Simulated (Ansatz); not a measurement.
Sn (slab)

Input file:

```
crystal:
  lattice:
    - [9.7699238334, 0.0, 0.0]
    - [-3.2566412778, 6.0107644543, 0.0]
    - [0.0, 0.0, 25.9122561057]
  atoms:
    - { symbol: Sn, position: [0.0978496266, 0.2935488799, 0.3087342132] }
    - { symbol: Sn, position: [0.0978496266, 0.7935488799, 0.3087342132] }
    - { symbol: Sn, position: [0.43118296, 0.2935488799, 0.3087342132] }
    - { symbol: Sn, position: [0.43118296, 0.7935488799, 0.3087342132] }
    - { symbol: Sn, position: [0.7645162933, 0.2935488799, 0.3087342132] }
    - { symbol: Sn, position: [0.7645162933, 0.7935488799, 0.3087342132] }
    - { symbol: Sn, position: [0.2057116221, 0.6168209144, 0.4063131048] }
    - { symbol: Sn, position: [0.2030393698, 0.1138564352, 0.406561283] }
    - { symbol: Sn, position: [0.5366169037, 0.6107578967, 0.4064158567] }
    - { symbol: Sn, position: [0.5389367501, 0.1146958277, 0.4063768659] }
    - { symbol: Sn, position: [0.8725895478, 0.6184950874, 0.4060228905] }
    - { symbol: Sn, position: [0.8745397979, 0.1153966758, 0.4061797575] }
    - { symbol: Sn, position: [0.3125487022, 0.935725087, 0.504315609] }
    - { symbol: Sn, position: [0.3107327192, 0.4348696096, 0.5045286619] }
    - { symbol: Sn, position: [0.6470118717, 0.9346650119, 0.5024612968] }
    - { symbol: Sn, position: [0.6447906585, 0.4346411233, 0.5039675572] }
    - { symbol: Sn, position: [0.980089231, 0.9341398495, 0.5060413782] }
    - { symbol: Sn, position: [0.9788109607, 0.439191728, 0.5031456854] }
basis:
  ecutwfc: 420
kpoints:
  mp_grid: { grid: [2, 3, 1] }
hamiltonian:
  xc: pbe
  dispersion: d3bj
scf:
  occupations: { method: gaussian, width: 0.1 }
output:
  forces: true
  eigenvalues: true
  write_density: true
  volumetric_format: npy
efield:
  axis: 3
  dipole_correction: true
  ramp_width: 0.04
```

Launched as:

```sh
ansatz run input.yaml --threads 4 --pin off --max-ram 10240MiB --backend cpu --events-out ev --progress --plain --runs-dir out
```

Level of theory: Ansatz 0.2.0, DFT PBE+D3(BJ), scalar-relativistic, plane waves, PAW.

**What can the converged valence pseudo-density tell about the bonding?**

Sn–Sn (3.26 Å): ρ is about 0.17 e/Å³ halfway.

**Does the calculation make it a metal, or give it a gap?**

It is gapless in this calculation (a metal or semimetal).

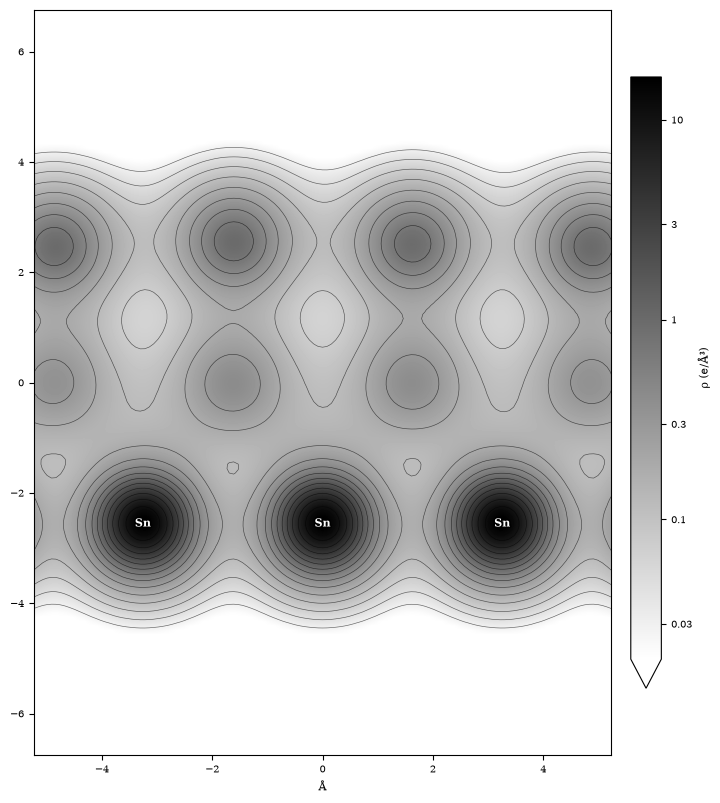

Computed valence pseudo-density on the (010) plane of the calculation cell, a cut from vacuum to vacuum. Atoms just off the plane (Sn, 0.8 Å away) can leave unmarked features too.
